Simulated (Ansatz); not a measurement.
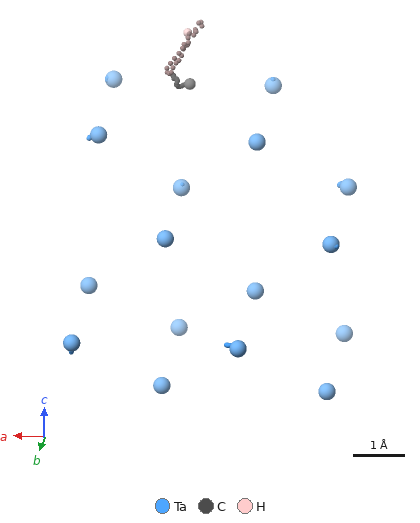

A Born-Oppenheimer molecular dynamics run of CH on Ta(100) (18 atoms in the cell), 80 fs long. Dots mark each atom's position at evenly spaced times, in the colour of its element; spheres stand at the starting positions. Fixed atoms have no trace. Seen from a free direction in the simulation cell, with the vacuum cut short.

The calculation used Ansatz 0.2.0, DFT PBEsol, scalar-relativistic, plane waves, PAW. Set-up: plane-wave cutoff 420 eV; k-point mesh 3 × 3 × 1; Fermi-Dirac smearing 0.05 eV; low-accuracy preset; 4 atoms held fixed; Langevin thermostat (NVT); set temperature 900 K; time step 0.5 fs; friction 0.05 per fs.

What do the traces tell about the motion?

In the second half of the run the atoms are, in the root-mean-square, this far from where they began (common drift taken out): H 0.62 Å, C 0.38 Å, Ta 0.14 Å. The run lasts only 80 fs, too short to tell vibration from diffusion.

Limits of the set-up: the program's low-accuracy preset was used; the periodic images lie only 6.6 Å apart, so the values are limited by the cell's size.

The run took 22 min on 4 threads of AMD EPYC 7B13 (Zen 3), on a shared host, peak memory 2.4 GiB.
